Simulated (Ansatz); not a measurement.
Input

```
crystal:
  lattice:
    - [5.0393684011, 0.0, 0.0]
    - [-2.5196842005, 4.3642210544, 0.0]
    - [0.0, 0.0, 25.1719406043]
  atoms:
    - { symbol: Cu, position: [0.3333333333, 0.1666666667, 0.3376775805] }
    - { symbol: Cu, position: [0.3333333333, 0.6666666667, 0.3376775805] }
    - { symbol: Cu, position: [0.8333333333, 0.1666666667, 0.3376775805] }
    - { symbol: Cu, position: [0.8333333333, 0.6666666667, 0.3376775805] }
    - { symbol: Cu, position: [0.6666666667, 0.3333333333, 0.4194080107] }
    - { symbol: Cu, position: [0.6666666667, 0.8333333333, 0.4194080107] }
    - { symbol: Cu, position: [0.1666666667, 0.3333333333, 0.4194080107] }
    - { symbol: Cu, position: [0.1666666667, 0.8333333333, 0.4194080107] }
    - { symbol: Cu, position: [0.0, 0.5, 0.500657157] }
    - { symbol: Cu, position: [0.0, 0.0, 0.500657157] }
    - { symbol: Cu, position: [0.5, 0.5, 0.500657157] }
    - { symbol: Cu, position: [0.5, 0.0, 0.500657157] }
    - { symbol: Cu, position: [0.3333333333, 0.6666666667, 0.5826078242] }
    - { symbol: Cu, position: [0.3333333333, 0.1666666667, 0.5826078242] }
    - { symbol: Cu, position: [0.8333333333, 0.6666666667, 0.5826078242] }
    - { symbol: Cu, position: [0.8333333333, 0.1666666667, 0.5826078242] }
    - { symbol: H, position: [0.1666666667, 0.3333333333, 0.6120056371] }
basis:
  ecutwfc: 420
kpoints:
  mp_grid: { grid: [6, 6, 1] }
hamiltonian:
  xc: pbe
  dispersion: d3bj
scf:
  occupations: { method: gaussian, width: 0.1 }
output:
  forces: true
  eigenvalues: true
  write_density: true
  write_potential: true
  elf: true
  volumetric_format: npy
relax:
  adjacent_minimum: "off"
  f_tol: 0.03
  max_steps: 70
  constraints: [{ sites: [0, 1, 2, 3, 4, 5, 6, 7] }]
efield:
  axis: 3
  dipole_correction: true
```

Command:

```sh
ansatz run input.yaml --threads 4 --pin off --max-ram 10240MiB --backend cpu --events-out ev --progress --plain --runs-dir out
```

The fields are those of the run's last geometry, not of the input's.

Computed without spin polarisation.

Method: DFT PBE+D3(BJ), scalar-relativistic, plane waves, PAW (Ansatz).

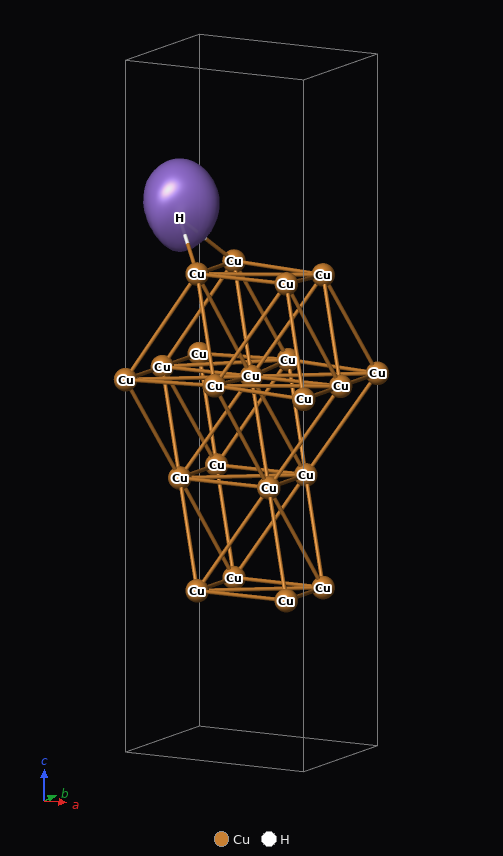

Cu$_{16}$H (slab). Isosurface of the electron localisation function at 0.65 (purple), seen at an oblique angle. Only the valence region is drawn (cores and ρ < 0.01 e/Å³ removed). Sticks mark near contacts.

Core electrons are frozen (PAW), and the valence fields are smoothed inside the atomic spheres.

### Describe the localisation domains.

The surface consists of one region around a hydrogen nucleus, counted in one cell of 17 atoms. Counts are for one cell; the picture repeats the cell along the surface. Along the contacts the grid gives the following. Cu–H (1.73 Å): the ELF climbs to about 1 towards the hydrogen. Cu–Cu (2.50 Å): the ELF is about 0.20 at the midpoint (no shared electron pair shows on this line).
